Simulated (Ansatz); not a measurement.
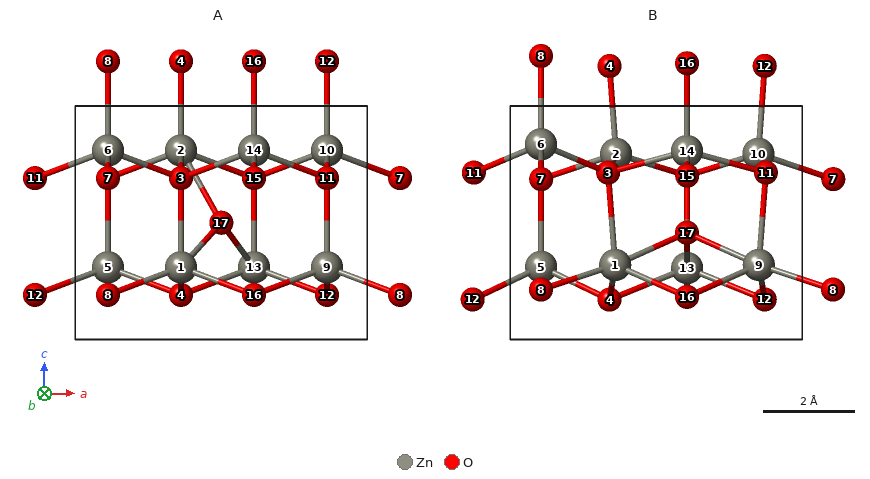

Two geometries of a defect cell of composition Zn8O9, drawn at one scale. One is the start of a relaxation, the other its converged end. The picture is a ball-and-stick view of the cell of the calculation (origin shifted), seen along the b axis.

All numbers below come from DFT PBEsol, scalar-relativistic, plane waves, PAW (Ansatz). Settings: plane-wave cutoff 420 eV; k-point mesh 2 × 2 × 2; occupations fermi dirac; smearing width 0.05 eV; collinear spin; atoms relaxed in a fixed cell; force threshold 0.03 eV/Å; at most 60 steps.

Which geometry has the lower energy?

Answer. Structure B is the relaxed one. It is an interstitial O in P6_3mc ZnO. The run prepares an end point of a later path (interstitial hop) calculation, from a guessed geometry. Over 6 geometry steps the energy falls by 2.328 eV per cell of the calculation. The largest force component goes from 3.7 to 0.017 eV/Å. The largest move is that of O17, 0.82 Å along [3 −2 −1]. By element the largest moves are O 0.82 Å, Zn 0.18 Å. The cell doesn't change. Near-neighbour distances that change, for instance: Zn9–O17 2.863 → 1.952 Å, Zn2–O17 1.896 → 2.517 Å, Zn1–O16 1.956 → 2.056 Å, Zn13–O15 1.965 → 2.052 Å. New bonds form, among them: Zn9–O17 (2.86 → 1.95 Å). Bonds break, among them: Zn2–O17 (1.90 → 2.52 Å). Bond angles that change, for instance: O16–Zn13–O17 152.7° → 175.9°, O8–Zn1–O17 152.7° → 174.8°, O16–Zn1–O17 96.5° → 75.3°. The run took 51 s on 2 threads of Intel(R) Xeon(R) Platinum 8488C (Sapphire Rapids), on a shared host, peak memory 0.72 GiB.

Limits of the set-up: the k-point mesh is coarse for a cell with partly filled bands; the periodic images lie only 5.1 Å apart, so the values are limited by the cell's size.
